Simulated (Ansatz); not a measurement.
**Bi: geometry relaxation**

The run: geometry relaxation of Bi (Im-3m, 1 atom in the cell). Method and program: DFT, PBE, PAW with Ansatz's default frozen-core files, scalar-relativistic, no spin polarisation (Ansatz 0.2.0).

The structure was built on a prototype by a generator; it need not be a known phase. It belongs to a series of runs on one base structure; here: bcc relaxed, PAW files. Figures and captions count atoms from 1; the log counts them from 0 in places.

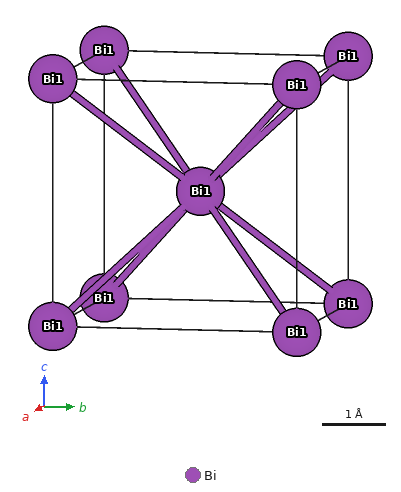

*The input geometry (ball-and-stick view of the cell 2 times as large as that of the calculation, set on its symmetry axes, seen slightly off an axis; atoms are numbered from 1 in the order of the input).*

Input file
```yaml
crystal:
  lattice:
    - [-2.0, 2.0, 2.0]
    - [2.0, -2.0, 2.0]
    - [2.0, 2.0, -2.0]
  atoms:
    - { symbol: Bi, position: [0.0, 0.0, 0.0] }
kpoints:
  mp_grid: { grid: [15, 15, 15] }
scf:
  occupations: { method: fermi_dirac, width: 0.05 }
hamiltonian:
  xc: pbe
  pseudopotentials: { kind: paw }
output:
  forces: true
  stress: true
  write_density: true
  write_potential: true
  elf: true
  volumetric_format: npy
relax:
  f_tol: 0.005
  max_steps: 40
  cell: {}
```

Hardware: 1 thread of Intel Xeon @ 2.50GHz (Skylake/Cascade Lake), 16 GiB of memory available, shared host.

Launch command:
```bash
ansatz run input.yaml --threads 1 --pin off --max-ram 3072MiB --backend cpu --events-out ev --progress --plain --runs-dir out
```

The program's output
```
Engine: ansatz 0.2.0, x86_64-unknown-linux-gnu
Pseudopotentials: kind: paw
Pseudopotential: Bi, paw, valence charge 15, recommended cutoff 420 eV (normal), Bi.paw.azcp
Functional definition: PBE
  parameter kappa = 0.804
  parameter beta = 0.06672455060314922
  exchange = pbe_x(kappa = kappa, mu = beta*pi^2/3)
  correlation = pbe_c(beta = beta)
Crystal: 1 atoms, lattice volume = 32.000 Å³
Basis set: ecut = 420 eV, 627 PW (Γ), exchange–correlation on 48×48×48 points (8 copies of the dense FFT grid, shifted against one another)
Bands: 12, of which v1, the nominal top of the filled ones, is band 8 counted from 1 (7 counted from 0)
Symmetry: 48 space group operations
Space group: Im-3m (ITA 229), of the structure as read, at distance tolerance 3.2e-5 Å
k-points: 120 of 3375
Non-local potential: Bi, projectors of the file, l = 0: 2, l = 1: 2, l = 2: 2, l = 3: 2
PAW form: soft (Blöchl's): semilocal exchange-correlation on the pseudo side does not see the compensation charge
PAW one-centre angular grid: Bi, 590 points (default); XC on 64 Gauss nodes
Initial density: superposition of atomic densities (neutral atoms: chi_scale 0, normalization atom), corrected by the library's trained network
Initial wavefunctions: pseudopotential atomic-orbital guess
Functional: x = pbe(κ = 0.804, μ = 0.2195149727645171), c = pbe(β = 0.06672455060314922)
SCF iter   1: F=—  HF=-12396.419201 eV  |F-HF|=—  |Δ(HF+E_count)|=         —  Δρ=7.92e-4  dr2=1.23e-4  ethr=1.77e-3  ⟨swp⟩=5.8  Hψ=8406  notcnv=0
preconditioner: auto → Kerker (q_TF=auto, 2.405 Å⁻¹)  [metal: Δε(μ)=0.030 eV  Ē_g=24.019 eV  σ=0.050 eV  W_gap=0.15  n_scr=12 (ndim 8)  ℏωp=25.4 eV  f_vac=0.000  D(μ)=0.75/eV (n_scr^D=0)]
SCF iter   2: F=—  HF=-12396.418738 eV  |F-HF|=—  |Δ(HF+E_count)|=   4.64e-4  Δρ=4.02e-4  dr2=2.01e-5  ethr=8.21e-7  ⟨swp⟩=3.1  Hψ=3897  notcnv=0  defer=2
SCF iter   3: F=—  HF=-12396.418758 eV  |F-HF|=—  |Δ(HF+E_count)|=   2.09e-5  Δρ=2.41e-4  dr2=8.37e-6  ethr=1.34e-7  ⟨swp⟩=1.9  Hψ=1603  notcnv=0  defer=2
SCF iter   4: F=—  HF=-12396.418779 eV  |F-HF|=—  |Δ(HF+E_count)|=   2.05e-5  Δρ=3.72e-5  dr2=2.30e-7  ethr=5.58e-8  ⟨swp⟩=2.0  Hψ=1707  notcnv=0  defer=2
iter 5 did not close the SCF: its close was put off for the readings that it lacked (scf_convergence_deferred on its scf_iter line)
SCF iter   5: F=-12396.418779 eV  HF=-12396.418779 eV  |F-HF|=3.71e-10  |Δ(HF+E_count)|=   1.53e-7  Δρ=4.64e-6  dr2=8.70e-9  ethr=1.53e-9  ⟨swp⟩=2.0  Hψ=2309  notcnv=0  defer=2
SCF iter   6: F=-12396.418779 eV  HF=-12396.418779 eV  |F-HF|=1.56e-9  |Δ(HF+E_count)|=   1.63e-9  Δρ=2.60e-6  dr2=1.62e-9  ethr=5.80e-11  ⟨swp⟩=6.5  Hψ=7477  notcnv=0
SCF 1 converged in 6 iterations: F = -12396.418779 eV  dr2 = 1.62e-9
  greatest PAW one-centre occupation: 0.988 electrons in one spin orbital (limit 2), on the Bi atom at site 0 (counted from 0), in its partial waves of l = 2
relax step   1: F+E_penalty+E_count = -12396.41877908 eV  Δ(F+E_penalty+E_count) = +0.000e0 eV  max|allowed force component| = 0.000e0 eV/Å  Δτ_max = 0.0000 Å  P = -0.690 GPa  Ω = 32.000 Å³  (6 SCF iters, dr2 threshold 1.00e-7 eV, accepted)
Crystal: 1 atoms, lattice volume = 31.499 Å³
Initial density: handed on by an earlier stage of this run
Initial wavefunctions: those handed on with the density
iter 1 solved again at ethr=1.01e-7 eV; its pass at ethr=3.10e-3 eV (dr2=1.51e-5 eV) is discarded
SCF iter   1: F=—  HF=-12396.419838 eV  |F-HF|=—  |Δ(HF+E_count)|=         —  Δρ=1.41e-4  dr2=5.11e-6  ethr=1.01e-7  ⟨swp⟩=3.8  Hψ=13753  notcnv=0
preconditioner: auto → Kerker (q_TF=auto, 2.411 Å⁻¹)  [metal: Δε(μ)=0.050 eV  Ē_g=24.077 eV  σ=0.050 eV  W_gap=0.23  n_scr=12 (ndim 8)  ℏωp=25.6 eV  f_vac=0.000  D(μ)=0.72/eV (n_scr^D=0)]
SCF iter   2: F=—  HF=-12396.419835 eV  |F-HF|=—  |Δ(HF+E_count)|=   2.85e-6  Δρ=9.36e-5  dr2=2.40e-6  ethr=3.41e-8  ⟨swp⟩=1.0  Hψ=1443  notcnv=0
SCF iter   3: F=-12396.419835 eV  HF=-12396.419835 eV  |F-HF|=1.39e-8  |Δ(HF+E_count)|=   2.84e-7  Δρ=1.63e-5  dr2=9.22e-8  ethr=6.67e-10  ⟨swp⟩=8.1  Hψ=8582  notcnv=0
SCF 2 converged in 3 iterations: F = -12396.419835 eV  dr2 = 9.22e-8
relax step   2: F+E_penalty+E_count = -12396.41983520 eV  Δ(F+E_penalty+E_count) = -1.056e-3 eV  max|allowed force component| = 0.000e0 eV/Å  Δτ_max = 0.0000 Å  P = +0.093 GPa  Ω = 31.499 Å³  energy of the carried Pulay correction = +1.038e-4 eV  (3 SCF iters, dr2 threshold 1.00e-7 eV, accepted)
Crystal: 1 atoms, lattice volume = 31.558 Å³
iter 1 solved again at ethr=1.16e-9 eV; its pass at ethr=3.10e-3 eV (dr2=1.74e-7 eV) is discarded
SCF iter   1: F=—  HF=-12396.419842 eV  |F-HF|=—  |Δ(HF+E_count)|=         —  Δρ=1.77e-5  dr2=5.94e-8  ethr=1.16e-9  ⟨swp⟩=4.1  Hψ=13300  notcnv=0
preconditioner: auto → Kerker (q_TF=auto, 2.410 Å⁻¹)  [metal: Δε(μ)=0.050 eV  Ē_g=24.069 eV  σ=0.050 eV  W_gap=0.23  n_scr=12 (ndim 8)  ℏωp=25.6 eV  f_vac=0.000  D(μ)=0.73/eV (n_scr^D=0)]
SCF iter   2: F=—  HF=-12396.419839 eV  |F-HF|=—  |Δ(HF+E_count)|=   2.68e-6  Δρ=1.01e-5  dr2=2.17e-8  ethr=3.96e-10  ⟨swp⟩=1.0  Hψ=1443  notcnv=0
SCF iter   3: F=-12396.419839 eV  HF=-12396.419839 eV  |F-HF|=3.46e-11  |Δ(HF+E_count)|=   1.27e-8  Δρ=1.06e-6  dr2=4.30e-10  ethr=1.44e-10  ⟨swp⟩=7.9  Hψ=7290  notcnv=0
SCF 3 converged in 3 iterations: F = -12396.419839 eV  dr2 = 4.30e-10
relax step   3: F+E_penalty+E_count = -12396.41983946 eV  Δ(F+E_penalty+E_count) = -4.252e-6 eV  max|allowed force component| = 0.000e0 eV/Å  Δτ_max = 0.0000 Å  P = -0.003 GPa  Ω = 31.558 Å³  energy of the carried Pulay correction = +9.160e-5 eV  (3 SCF iters, dr2 threshold 2.16e-8 eV, accepted)
Initial wavefunctions: pseudopotential atomic-orbital guess (no wavefunctions were taken with the density)
iter 1 solved again at ethr=1.39e-7 eV; its pass at ethr=3.10e-3 eV (dr2=2.09e-5 eV) is discarded
SCF iter   1: F=—  HF=-12396.419741 eV  |F-HF|=—  |Δ(HF+E_count)|=         —  Δρ=1.98e-5  dr2=2.47e-8  ethr=1.39e-7  ⟨swp⟩=3.2  Hψ=12748  notcnv=0
preconditioner: auto → Kerker (q_TF=auto, 2.410 Å⁻¹)  [metal: Δε(μ)=0.050 eV  Ē_g=24.068 eV  σ=0.050 eV  W_gap=0.23  n_scr=12 (ndim 8)  ℏωp=25.6 eV  f_vac=0.000  D(μ)=0.73/eV (n_scr^D=0)]
SCF iter   2: F=—  HF=-12396.419745 eV  |F-HF|=—  |Δ(HF+E_count)|=   3.98e-6  Δρ=9.85e-6  dr2=5.13e-9  ethr=1.65e-10  ⟨swp⟩=2.5  Hψ=2394  notcnv=0
SCF iter   3: F=—  HF=-12396.419745 eV  |F-HF|=—  |Δ(HF+E_count)|=   4.74e-9  Δρ=1.66e-6  dr2=1.59e-10  ethr=3.42e-11  ⟨swp⟩=3.0  Hψ=2445  notcnv=0
SCF iter   4: F=-12396.419745 eV  HF=-12396.419745 eV  |F-HF|=5.46e-12  |Δ(HF+E_count)|=  2.62e-10  Δρ=1.87e-7  dr2=7.54e-12  ethr=1.00e-12  ⟨swp⟩=5.7  Hψ=7727  notcnv=0
SCF 4 converged in 4 iterations: F = -12396.419745 eV  dr2 = 7.54e-12
relax step   4: F+E_penalty+E_count = -12396.41974545 eV  Δ(F+E_penalty+E_count) = +9.400e-5 eV  max|allowed force component| = 0.000e0 eV/Å  Δτ_max = 0.0000 Å  P = -0.001 GPa  Ω = 31.558 Å³  stress off target by 1.22e-3 GPa  SCF on the basis re-selected at this cell (its energy is not comparable with the rows above)  (4 SCF iters)
```

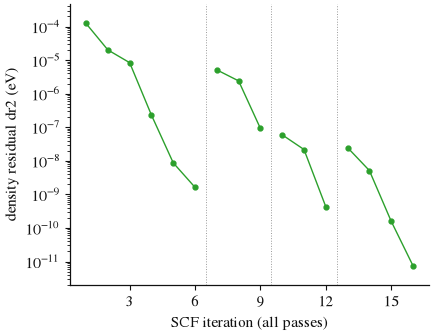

*Convergence of the self-consistent field: density residual dr2 against the SCF iteration. The dotted lines part the SCF passes of the relaxation: geometry steps, rejected trials and re-solves on a re-selected basis.*

The passes take 6, 3, 3 and 4 iterations.

```
basis re-selected at this cell: Δ(F+E_penalty+E_count) = +9.400e-5 eV, ΔP = +0.001 GPa vs the last step (what re-selecting the basis moved, of the pressure what is left beyond the Pulay correction that the steps carried, after the strain that the cell walked since its last selection, with what the two solves' SCF thresholds leave and, on support functions, any second-order correction that the steps lacked; it is no measure of the basis error at this ecutwfc). This SCF's stress stands 1.22e-3 GPa from its target on what of the cell is left free (relax.cell.stress_tol is 5.00e-2 GPa) and its largest allowed force component is 0.00e0 eV/Å (relax.f_tol is 5.00e-3 eV/Å): within both
SCF converged after 4 iterations
Free energy (F): -12396.419745 eV
Harris-Foulkes:  -12396.419745 eV  (|F-HF|=5.46e-12)
Internal energy: -12396.413675 eV  (E = F + TS)
E sigma→0 (E₀):  -12396.416710 eV
Entropy (-TS):   -0.006071 eV (-6.071 meV/atom)
Fermi energy:    11.564848 eV
--- Per-component energies (eV) ---
  E_band       = -85.338998
  E_kinetic    = 301.796621
  E_local      = -1409.355467  (includes V_loc(G=0)·N_el)
  E_nonlocal   = 559.923291
  E_hartree    = 446.258819
  E_xc         = -151.289897
  E_vxc        = -144.233187  (∫ρ·V_xc dr)
  E_paw        = -10663.044297  (= ΣΔE_a)
  E_vpaw       = -285.987458  (= ΣTr[D̂ρ^β])
  E_aug_tail   = -0.000437  (compensation charges beyond the density's cutoff)
  E_ewald      = -1480.702307
  E_smearing   = -0.006071  (= −TS)
  E_closure    = 0.000000  (closes the sum)
  Σ components = -12396.419745   (vs F -12396.419745, Δ=0.00e0)
--- Forces (eV/Å), atoms counted from 1 ---
  atom   1  Bi     0.00000000     0.00000000    -0.00000000
  max |Σ_I F_I| component: 1.05e-30 eV/Å
--- Stress (GPa, compression-positive) ---
       -0.001224       0.000000      -0.000000
        0.000000      -0.001224       0.000000
       -0.000000      -0.000000      -0.001224
  P = ⅓ Tr σ = -0.0012 GPa (-0.012 kbar)
--- Band table (eV; the first three rows and the last of 120) ---
  k-point 0: bands = ["-11.5150", "-11.5150", "-11.5150", "-11.3916", "-11.3916", "-1.8927", "16.5429", "16.5429", "16.5429", "20.4911", "21.9788", "21.9788"]
  k-point 1: bands = ["-11.5166", "-11.5121", "-11.5064", "-11.3936", "-11.3920", "-1.8130", "15.6708", "16.2950", "16.4722", "20.8887", "21.4235", "21.5038"]
  k-point 2: bands = ["-11.5212", "-11.5044", "-11.4822", "-11.3986", "-11.3929", "-1.5756", "13.9576", "15.6916", "16.2677", "19.9510", "20.8277", "21.6891"]
  k-point 119: bands = ["-11.5222", "-11.5207", "-11.3340", "-11.3340", "-11.3334", "3.0637", "9.6761", "9.7978", "9.7978", "15.0947", "15.3233", "26.6547"]
--- Relaxed structure (3 steps of the walk, 3 accepted, 1 SCFs on fresh bases) ---
  F+E_penalty+E_count = -12396.41974545 eV   max|allowed force component| = 0.000e0 eV/Å   (the final SCF, on the basis selected at the relaxed cell)
  cell:  # Å, volume = 31.5580 Å³
    - [-1.9907489212906446, 1.9907489212906446, 1.9907489212906446]
    - [1.9907489212906446, -1.9907489212906446, 1.9907489212906446]
    - [1.9907489212906446, 1.9907489212906446, -1.9907489212906446]
  atoms:
    - { symbol: Bi, position: [0.0, 0.0, 0.0] }
```

File rho_z.tsv
```
# z_ang	rho[e/angstrom^3]
# format = ansatz-planar-average/11
# lattice	-1.990748921	1.990748921	1.990748921
# lattice	1.990748921	-1.990748921	1.990748921
# lattice	1.990748921	1.990748921	-1.990748921
# sites	1
# site	83	0.000000000	0.000000000	0.000000000
0.000000	1.051777e0
0.143670	1.020705e0
0.287340	9.336214e-1
0.431010	8.042587e-1
0.574680	6.503047e-1
0.718350	4.930037e-1
0.862020	3.553407e-1
1.005689	2.559169e-1
1.149359	1.949517e-1
1.293029	1.574862e-1
1.436699	1.335371e-1
1.580369	1.205215e-1
1.724039	1.164959e-1
1.867709	1.205215e-1
2.011379	1.335371e-1
2.155049	1.574862e-1
2.298719	1.949517e-1
2.442389	2.559169e-1
2.586059	3.553407e-1
2.729729	4.930037e-1
2.873399	6.503047e-1
3.017068	8.042587e-1
3.160738	9.336214e-1
3.304408	1.020705e0
```

File v_z.tsv
```
# z_ang	v_es[eV]	v_tot[eV]
# format = ansatz-planar-average/11
# xc	pbe
# density_cutoff_ev	1680
# datasets	Bi=:simpson_from_first_knot:soft
# lattice	-1.990748921	1.990748921	1.990748921
# lattice	1.990748921	-1.990748921	1.990748921
# lattice	1.990748921	1.990748921	-1.990748921
# sites	1
# site	83	0.000000000	0.000000000	0.000000000
0.000000	-5.971751e0	-1.816654e1
0.143670	-5.556481e0	-1.767769e1
0.287340	-4.313480e0	-1.622781e1
0.431010	-2.293796e0	-1.388611e1
0.574680	3.365272e-1	-1.082591e1
0.718350	3.259556e0	-7.372440e0
0.862020	6.051124e0	-3.970813e0
1.005689	8.347508e0	-1.050260e0
1.149359	1.003347e1	1.183951e0
1.293029	1.121506e1	2.792965e0
1.436699	1.199910e1	3.879590e0
1.580369	1.244727e1	4.502981e0
1.724039	1.259330e1	4.704211e0
1.867709	1.244727e1	4.502981e0
2.011379	1.199910e1	3.879590e0
2.155049	1.121506e1	2.792965e0
2.298719	1.003347e1	1.183951e0
2.442389	8.347508e0	-1.050260e0
2.586059	6.051124e0	-3.970813e0
2.729729	3.259556e0	-7.372440e0
2.873399	3.365272e-1	-1.082591e1
3.017068	-2.293796e0	-1.388611e1
3.160738	-4.313480e0	-1.622781e1
3.304408	-5.556481e0	-1.767769e1
```

Trajectory as extended XYZ (Å, eV, eV/Å), 4 frames, from step=1 to step=4
```
1
Lattice="-2.0000 2.0000 2.0000 2.0000 -2.0000 2.0000 2.0000 2.0000 -2.0000" Properties=species:S:1:pos:R:3:forces:R:3 step=1 energy=-12396.41878 pressure_GPa=-0.69
Bi    0.0000    0.0000    0.0000    0.0000   0.0000   0.0000
1
Lattice="-1.9895 1.9895 1.9895 1.9895 -1.9895 1.9895 1.9895 1.9895 -1.9895" Properties=species:S:1:pos:R:3:forces:R:3 step=2 energy=-12396.41984 pressure_GPa=0.09
Bi    0.0000    0.0000    0.0000    0.0000   0.0000   0.0000
1
Lattice="-1.9907 1.9907 1.9907 1.9907 -1.9907 1.9907 1.9907 1.9907 -1.9907" Properties=species:S:1:pos:R:3:forces:R:3 step=3 energy=-12396.41984 pressure_GPa=-0.00
Bi    0.0000    0.0000    0.0000    0.0000   0.0000   0.0000
1
Lattice="-1.9907 1.9907 1.9907 1.9907 -1.9907 1.9907 1.9907 1.9907 -1.9907" Properties=species:S:1:pos:R:3:forces:R:3 step=4 energy=-12396.41974 pressure_GPa=-0.00
Bi    0.0000    0.0000    0.0000    0.0000   0.0000   0.0000
```

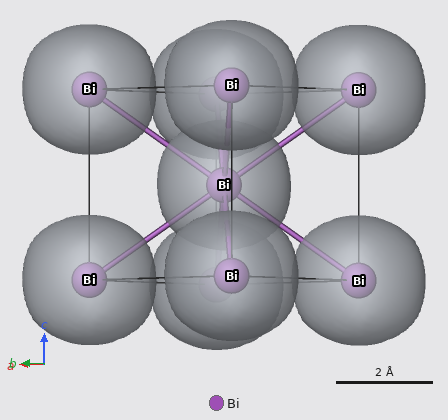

*Isosurface of the valence pseudo-density at 0.2 e/Å³ (grey), seen at an oblique angle. Sticks mark near contacts. The outline is the cell set on symmetry axes.*

At this value the density breaks into separate islands; it holds about 85 % of the electrons treated as valence (semicore included). It is pinched off along the Bi–Bi (3.45 Å) contacts. On the grid the lowest density along these lines, outside the cores, is 0.15 e/Å³ (Bi–Bi, 3.45 Å). In a PAW calculation such maps are meaningful between the atoms, not at the nuclei.

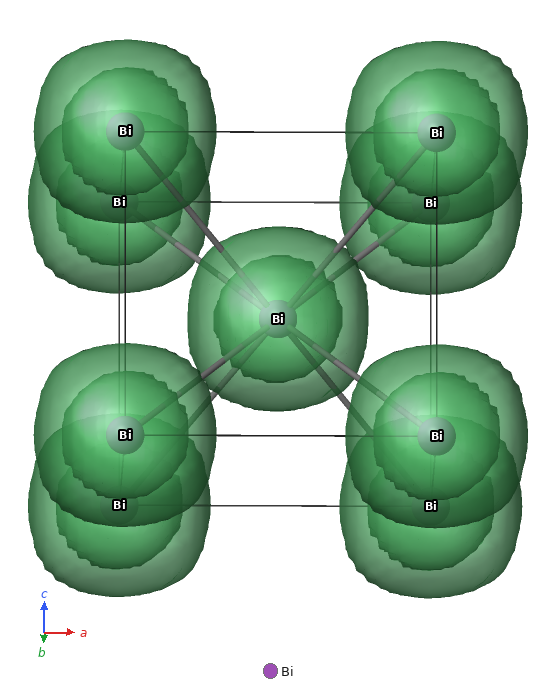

*Isosurface of the electron localisation function at 0.4 (green), seen at an oblique angle. Core shells and regions of very low density are left out. Sticks mark near contacts. The outline is the cell set on symmetry axes.*

Along the contacts the grid gives the following. Bi–Bi (3.45 Å): the ELF is about 0.30 at the midpoint; no localised pair between them.

Summary

- outcome: converged
- space group (tolerance 0.01 Å): Im-3m (229)
- electrons treated: 15
- free energy: −12396.4197 eV
- Fermi energy: 11.565 eV
- pressure: 0.00 GPa
- final volume: 31.56 Å³
- largest force (length of the vector) at the end: under 0.001 eV/Å
- final cell: a = 3.448 Å, b = 3.448 Å, c = 3.448 Å, α = 109.47°, β = 109.47°, γ = 109.47°
- wall time: 8.6 s
- peak memory: 0.41 GiB

Notes

Spin–orbit coupling is left out, which matters for Bi.
